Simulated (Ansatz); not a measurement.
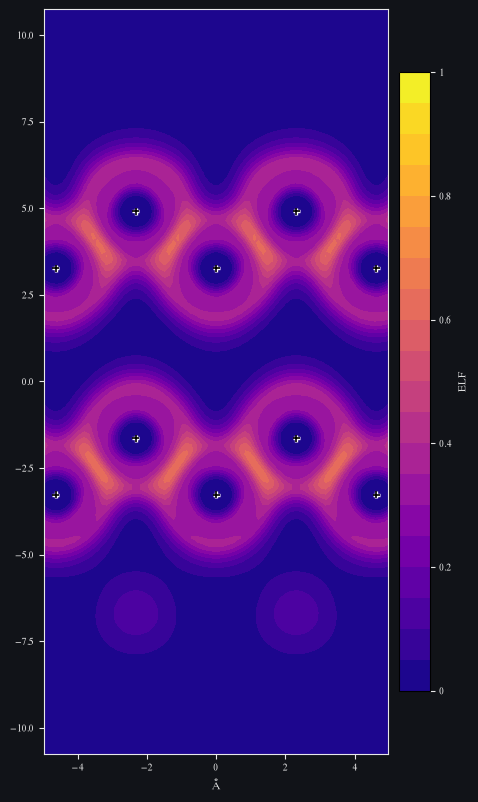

The ELF on a plane through atoms (crosses mark nuclei in the plane).

Theory: DFT PBEsol, scalar-relativistic, plane waves, PAW (Ansatz).

Candidates:
A. Sn (slab), a = 4.63 Å, b = 4.63 Å, c = 28.08 Å, α = 90.00°, β = 90.00°, γ = 90.00°. 
B. W, a = 4.00 Å, b = 4.00 Å, c = 4.00 Å, α = 90.00°, β = 90.00°, γ = 90.00°. Space group Fm-3m.
C. Cu, a = 3.56 Å, b = 3.56 Å, c = 3.56 Å, α = 90.00°, β = 90.00°, γ = 90.00°. Space group Fm-3m; a structure from a database of computed crystals, not necessarily the ambient phase; computed without spin polarisation.

### Which system is this?

Candidate A: Sn on the (100) plane of the calculation cell, a cut from vacuum to vacuum, which holds Sn. Sn–Sn (2.83 Å): the ELF peaks at about 0.65 between the atoms.
